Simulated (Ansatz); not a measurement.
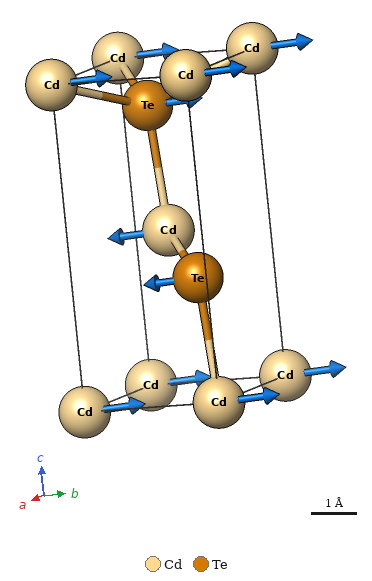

Normal modes of crystalline CdTe, space group F-43m (No. 216), at the zone centre of a doubled cell. The levels lie at 29 (×2), 103, 130 (×3), 132 (×2), 134 cm⁻¹. One mode is drawn. The blue arrows give the relative displacements of the atoms. The picture is a ball-and-stick view of the cell of the calculation, seen slightly off an axis.

All numbers below come from DFT PBE, scalar-relativistic, plane waves, PAW (Ansatz). (plane-wave cutoff 420 eV; k-point mesh 12 × 12 × 8; occupations gaussian; smearing width 0.05 eV; no spin polarisation)

Frequencies are those without the non-analytic (LO–TO) term.

Question: To which level does it belong?

Answer: The level at 29 cm⁻¹. This is a doubly degenerate mode (one member of the set is drawn), the lowest level (the three translations aside). All motion is along [1 −2 0] of the drawn cell; atoms of one kind move against one another, with no net shift of any sublattice; it mainly bends the Cd–Te bonds; the kinetic energy is shared as Cd 54 %, Te 46 %. It changes sign from one half of the doubled cell to the other: it belongs to the zone boundary, q = (0, 0, 1/2) in the reciprocal vectors of the undoubled cell.
